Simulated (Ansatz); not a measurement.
The Ansatz input:

```
crystal:
  lattice:
    - [7.6671877233, 0.0, 0.0]
    - [-3.8335938617, 6.639979344, 0.0]
    - [0.0, 0.0, 25.9382616316]
  atoms:
    - { symbol: Si, position: [0.6666666667, 0.3333333333, 0.3084246783] }
    - { symbol: Si, position: [0.6666666667, 0.8333333333, 0.3084246783] }
    - { symbol: Si, position: [0.1666666667, 0.3333333333, 0.3084246783] }
    - { symbol: Si, position: [0.1666666667, 0.8333333333, 0.3084246783] }
    - { symbol: Si, position: [0.5, 0.5, 0.3385935879] }
    - { symbol: Si, position: [0.5, 0.0, 0.3385935879] }
    - { symbol: Si, position: [0.0, 0.5, 0.3385935879] }
    - { symbol: Si, position: [0.0, 0.0, 0.3385935879] }
    - { symbol: Si, position: [0.0, 0.5, 0.4291003167] }
    - { symbol: Si, position: [0.0, 0.0, 0.4291003167] }
    - { symbol: Si, position: [0.5, 0.5, 0.4291003167] }
    - { symbol: Si, position: [0.5, 0.0, 0.4291003167] }
    - { symbol: Si, position: [0.8333333333, 0.6666666667, 0.4583435563] }
    - { symbol: Si, position: [0.8333333333, 0.1666666667, 0.4583435563] }
    - { symbol: Si, position: [0.3333333333, 0.6666666667, 0.4583435563] }
    - { symbol: Si, position: [0.3333333333, 0.1666666667, 0.4583435563] }
    - { symbol: Si, position: [0.3333333333, 0.6666666667, 0.5514406926] }
    - { symbol: Si, position: [0.3333333333, 0.1666666667, 0.5514406926] }
    - { symbol: Si, position: [0.8333333333, 0.6666666667, 0.5514406926] }
    - { symbol: Si, position: [0.8333333333, 0.1666666667, 0.5514406926] }
    - { symbol: Si, position: [0.1666666667, 0.8333333333, 0.5777785289] }
    - { symbol: Si, position: [0.1666666667, 0.3333333333, 0.5777785289] }
    - { symbol: Si, position: [0.6666666667, 0.8333333333, 0.5777785289] }
    - { symbol: Si, position: [0.6666666667, 0.3333333333, 0.5777785289] }
    - { symbol: O, position: [0.5691313684, 0.381835935, 0.6822766652] }
    - { symbol: H, position: [0.6666666667, 0.3333333333, 0.6795586727] }
    - { symbol: H, position: [0.6088201785, 0.4643107984, 0.7140829601] }
basis:
  ecutwfc: 420
kpoints:
  mp_grid: { grid: [3, 3, 1] }
hamiltonian:
  xc: pbe
  dispersion: d3bj
scf:
  occupations: { method: gaussian, width: 0.05 }
output:
  forces: true
  eigenvalues: true
  write_density: true
  write_potential: true
  elf: true
  volumetric_format: npy
relax:
  adjacent_minimum: "off"
  f_tol: 0.04
  max_steps: 100
  constraints: [{ sites: [0, 1, 2, 3, 4, 5, 6, 7, 8, 9, 10, 11] }]
efield:
  axis: 3
  dipole_correction: true
  ramp_width: 0.04
```

Run as:
```bash
ansatz run input.yaml --threads 2 --pin off --max-ram 5120MiB --backend cpu --events-out ev --progress --plain --runs-dir out
```

What does the potential across the slab give for the work function?

The work function is 4.20 eV at the right face and 4.74 eV at the left. The vacuum level is 0.55 eV higher at the left than at the right, so the slab carries a dipole along its normal; the ramp in the vacuum, at or near the edge of the plot, is the dipole correction that keeps each side flat. Some atoms were held fixed in the relaxation, which can itself make the faces differ. The outermost atoms are 8.7 Å apart, which leaves 17.2 Å of vacuum in a cell 25.9 Å high.

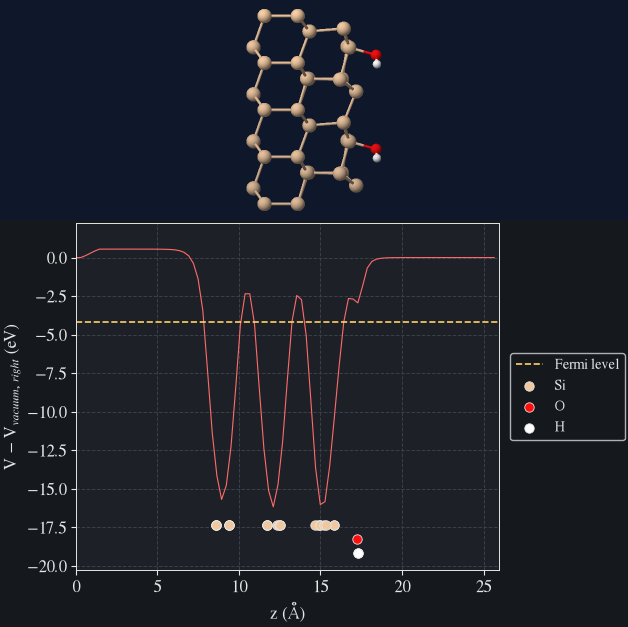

Plane-averaged electrostatic potential energy of an electron across the slab; circles at the bottom mark the heights of the atoms (positions after relaxation). The structure is drawn too.
